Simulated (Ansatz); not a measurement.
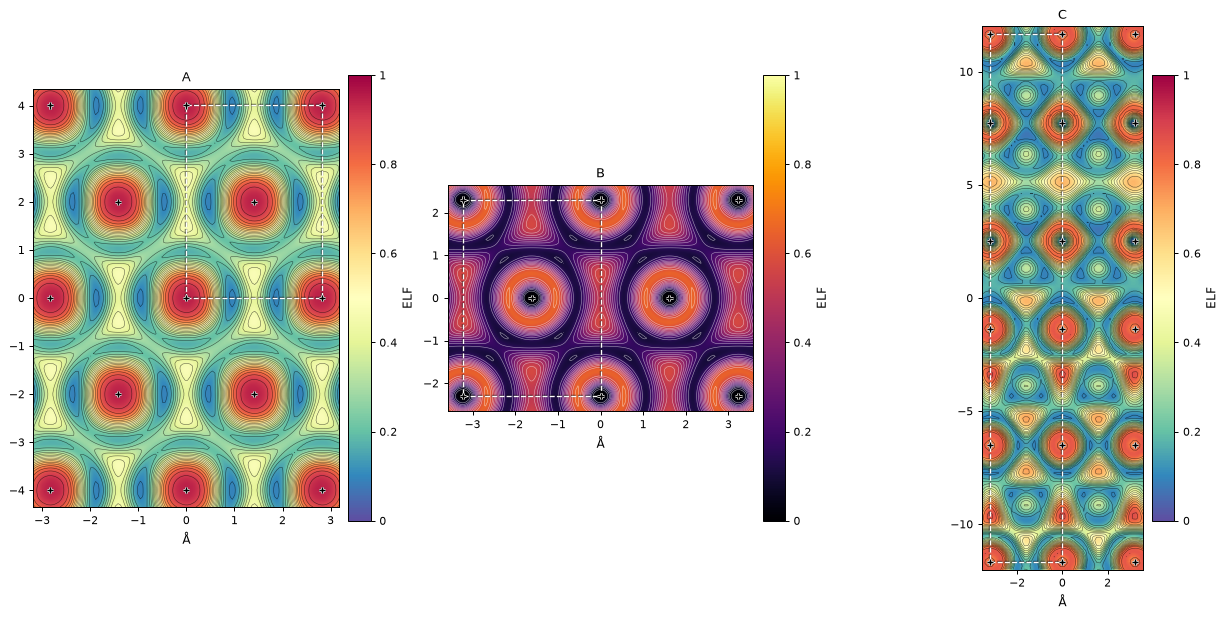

The ELF of 3 systems, each on a plane through atoms (crosses mark nuclei in the plane).

Theory: Ansatz 0.2.0, DFT r2SCAN, scalar-relativistic, plane waves, PAW.

System 1: Cr, the (101̄) plane of the conventional cell. Space group Im-3m; computed without spin polarisation.

```
Cr
1.0
     2.82921    0.00000    0.00000
     0.00000    2.82921    0.00000
     0.00000    0.00000    2.82921
Cr
2
Direct
  0.00000 0.00000 0.00000
  0.50000 0.50000 0.50000
```

System 2: Ti, the (011) plane of the conventional cell. Space group I4/mmm; changed on purpose from its base cell (uniaxial strain along c, a, b and atoms relaxed: +1.0 %); computed without spin polarisation.

System 3: Hf$_{3}$N$_{2}$, the (100) plane of the conventional cell. Space group R-3m; a structure from a database of computed crystals, not necessarily the ambient phase.

```
Hf N
1.0
     3.20880    0.00000    0.00000
    -1.60440    2.77890    0.00000
     0.00000    0.00000   23.31457
Hf N
9 6
Cartesian
  1.6044 0.9263 2.6338
  0.0000 1.8526 10.4055
  0.0000 0.0000 18.1770
  0.0000 0.0000 5.1376
  1.6044 0.9263 12.9090
  0.0000 1.8526 20.6807
  0.0000 0.0000 0.0000
  1.6044 0.9263 7.7714
  0.0000 1.8526 15.5431
  0.0000 1.8526 6.4992
  0.0000 0.0000 14.2706
  1.6044 0.9263 22.0421
  0.0000 1.8526 1.2725
  0.0000 0.0000 9.0440
  1.6044 0.9263 16.8154
```

**Match each panel to its system.**

Panel A is system 1, Cr: the plane holds Cr. Cr–Cr (2.45 Å): the ELF is about 0.30 at the midpoint (no localised pair shows between them). Panel B is system 2, Ti: the plane holds Ti. Ti–Ti (2.82 Å): the ELF is about 0.15 at the midpoint: no shared electron pair shows on this line. Panel C is system 3, Hf$_{3}$N$_{2}$: the plane holds Hf and N.
